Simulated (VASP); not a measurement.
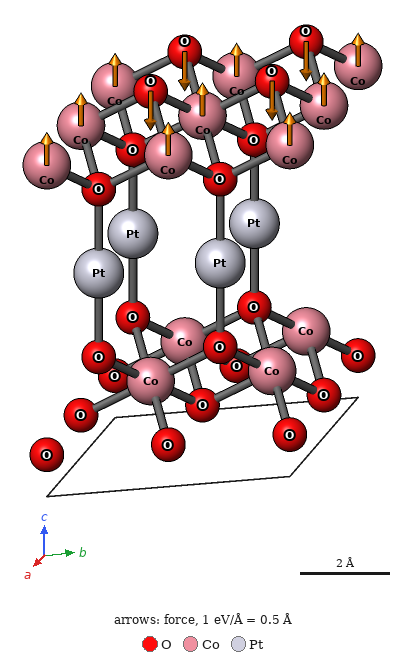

Starting geometry of a slab of composition Co$_{2}$PtO$_{4}$ with the computed forces as orange arrows. Style: ball-and-stick. Shown: the 2 × 2 repeat of the cell, outlined in the plane, without the vacuum, slightly off an axis.

The run lets the atoms move in a fixed cell. 3 atoms are held fixed.

Method: Kohn-Sham DFT of a periodic cell, LDA, VASP PAW LDA potentials, recommended in VASP.

The input:
```
SYSTEM = Co2PtO4
ALGO = Normal
DIPOL = 0.5 0.5 0.500
EDIFF = 1E-6
EDIFFG = -0.005
ENCUT = 520
GGA = CA
IBRION = 2
IDIPOL = 3
ISIF = 2
ISMEAR = -1
ISPIN = 2
LASPH = .True.
LCHARG = .False.
LDIPOL = .True.
LMAXMIX = 4
LORBIT = 11
LREAL = .False.
LWAVE = .False.
MAGMOM = 0 0 0 0 2 2 0
NELM = 100
NSW = 40
PREC = Accurate
SIGMA = 0.05
```

Run as
```bash
cat potpaw_LDA.64/O/POTCAR potpaw_LDA.64/Co/POTCAR potpaw_LDA.64/Pt/POTCAR > POTCAR
mpirun -np 1 vasp_std > vasp.out
```

### Is this structure relaxed? If not, where do the atoms go?

It isn't relaxed: the largest force vector, on an O atom, is 1.90 eV/Å. The final displacements follow the starting forces only in part (cosine between the two patterns 0.52). The atom that moves furthest is an O atom (0.17 Å along the normal (−c)). Largest moves by element: O 0.17 Å, Co 0.06 Å, Pt 0.03 Å. The cell stays as it was. Among the contacts that change: Co–O 1.897 → 1.841 Å, O–Pt 2.000 → 1.973 Å. Bond angles that change, for instance: O–Co–O 96.2° → 100.2°, Co–O–Co 96.2° → 100.2°, O–Co–O 180.0° → 176.9°. Over 14 geometry steps the energy falls by 0.127 eV per cell of the calculation. Largest force component: 1.9 eV/Å at the start, 1.9 eV/Å at the end.
